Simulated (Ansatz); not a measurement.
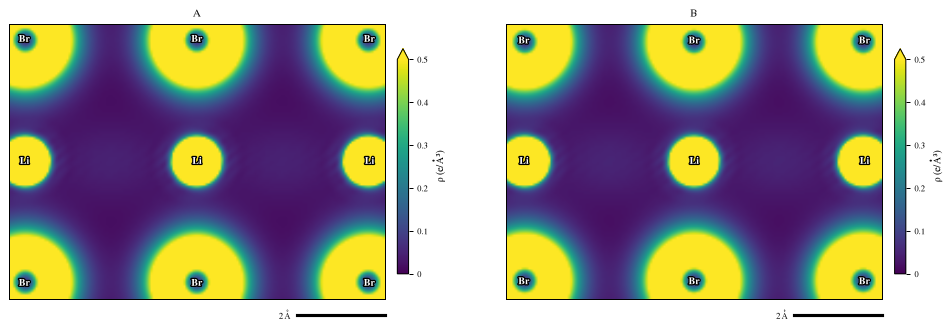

LiBr. The valence pseudo-density of two cells that differ in size, on the (101̄) plane of each (indices in the axes of the calculation cell), at one length scale and on one colour scale: A has 21.8 Å³ an atom and B 20.9.

Space group Fm-3m; started from the LiBr prototype.

Computed with DFT PBE, scalar-relativistic, plane waves, PAW (Ansatz 0.2.0).

The larger cell:

```
Li Br
1.0
     0.00000    2.79174    2.79174
     2.79174    0.00000    2.79174
     2.79174    2.79174    0.00000
Li Br
1 1
Direct
  0.00000 0.00000 0.00000
  0.50000 0.50000 0.50000
```

The smaller cell: a = 3.897 Å, b = 3.897 Å, c = 3.897 Å, α = 60.00°, β = 60.00°, γ = 60.00°.

What changes from the larger cell to the smaller?

Answer. From the larger cell to the smaller, Li–Br goes from 2.79 to 2.76 Å, and the density at its midpoint from 0.18 to 0.19 e/Å³; the pressure goes from −0.9 to 0.0 GPa; the Kohn–Sham gap goes from 4.7 eV to 4.9 eV.
